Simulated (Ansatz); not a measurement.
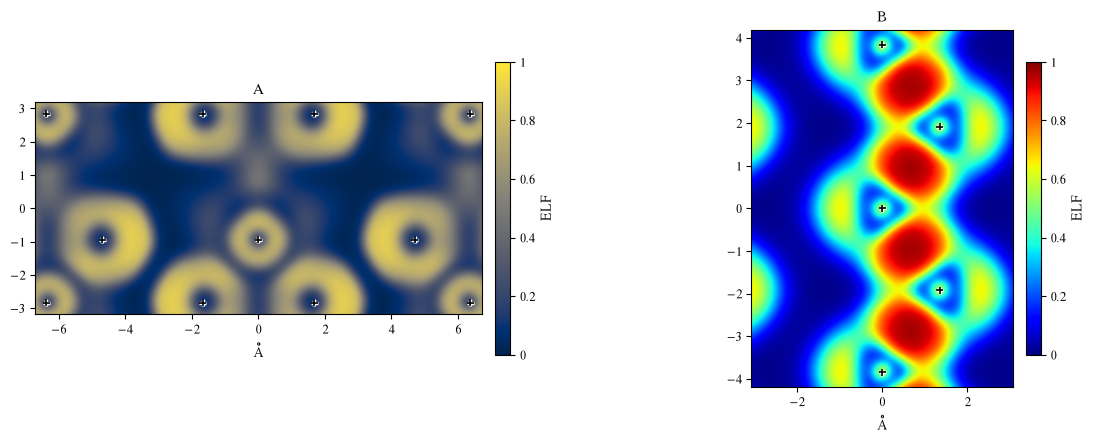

The ELF of 2 systems, each on a plane through atoms (crosses mark nuclei in the plane).

These are results of Ansatz 0.2.0, DFT HSE06, spin-orbit coupling, plane waves, PAW, not measurements.

System 1: MoSe$_{2}$, the (110) plane of the conventional cell. Space group P6₃/mmc.

```xyz
6
Lattice="3.2769 0.0000 0.0000 -1.6384 2.8379 0.0000 0.0000 0.0000 12.7344" Properties=species:S:1:pos:R:3 pbc="T T T"
Mo    0.0000    1.8919    3.1836
Mo    1.6385    0.9459    9.5508
Se    0.0000    1.8919    7.8768
Se    1.6385    0.9459    1.5095
Se    0.0000    1.8919   11.2249
Se    1.6385    0.9459    4.8577
```

System 2: Si, the (101̄) plane of the conventional cell. Space group Fd-3m; a generated structure, not necessarily the stable one.

```xyz
8
Lattice="5.4283 0.0000 0.0000 0.0000 5.4283 0.0000 0.0000 0.0000 5.4364" Properties=species:S:1:pos:R:3 pbc="T T T"
Si    2.7141    0.0000    0.0000
Si    0.0000    2.7141    0.0000
Si    0.0000    0.0000    2.7182
Si    2.7141    2.7141    2.7182
Si    4.0712    1.3571    1.3591
Si    1.3571    4.0712    1.3591
Si    1.3571    1.3571    4.0773
Si    4.0712    4.0712    4.0773
```

> Match each panel to its system.

Panel A is system 1, MoSe$_{2}$: the plane holds Mo and Se. Mo–Se (2.53 Å): the ELF is about 0.50 at the midpoint. Panel B is system 2, Si: the plane holds Si. Si–Si (2.35 Å): the ELF peaks at about 0.95 between the atoms, as expected for a shared electron pair.
